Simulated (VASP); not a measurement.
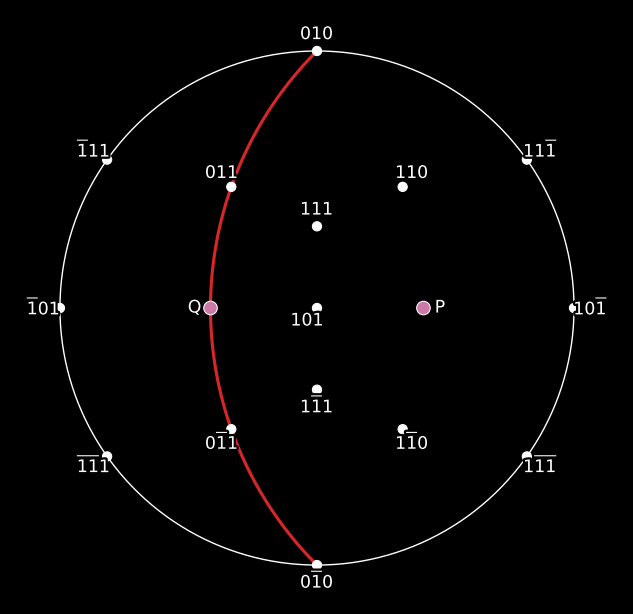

For SiNi3, an entry of the Crystallography Open Database, as set up for an electronic-structure calculation: stereographic projection of plane normals (upper hemisphere) centred on (1 0 1). Symmetry computed with spglib at a tolerance of 0.002 Å; standard conventional cell.

a = 3.542 Å, b = 3.542 Å, c = 3.542 Å, α = 90.00°, β = 90.00°, γ = 90.00°.

**Index the poles marked P, Q.**

P is (1 0 0), 45.0° from the centre; Q is (0 0 1), 45.0° from the centre.

**Which zone does the coloured great circle trace?**

The zone [1 0 0]: its poles satisfy h = 0.

**What is the angle between the normals of (1 1 0) and (1 1 1), and what are their d_hkl = 1/|g|?**

35.3°; d = 2.505 Å and 2.045 Å.
